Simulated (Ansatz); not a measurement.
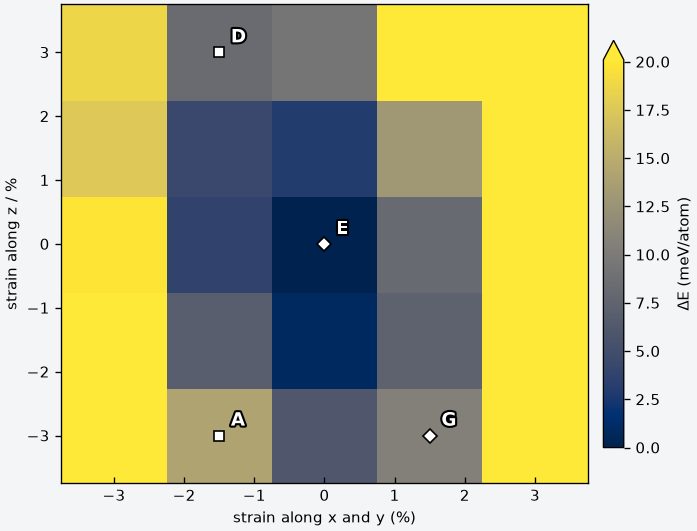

P (Imma, No. 74; 2 atoms in the cell). The cell is strained homogeneously, by one strain along x and y and another along z, with fractional coordinates fixed (x along [1 0 0], z along [0 0 1] of the conventional cell). First axis: strain along x and y. Second axis: strain along z. The scan uses a 5 × 5 grid. Points are written as (first, second). Energies: meV/atom, counted from the lowest grid point. The reference cell is the one listed in the database, not relaxed at this level. All numbers below come from DFT PBEsol, scalar-relativistic, plane waves, PAW (Ansatz). Settings: cutoff 420 eV, k-mesh 18×18×18, gaussian smearing 0.15 eV, no spin polarisation.

In the figure: one coloured cell a grid point, one colour for all values above the top of the scale, lettered points.

Q: Rank the lettered points by energy, lowest first.

A: E (0.0 meV/atom), D (8.3 meV/atom), G (10.6 meV/atom), A (14.2 meV/atom).
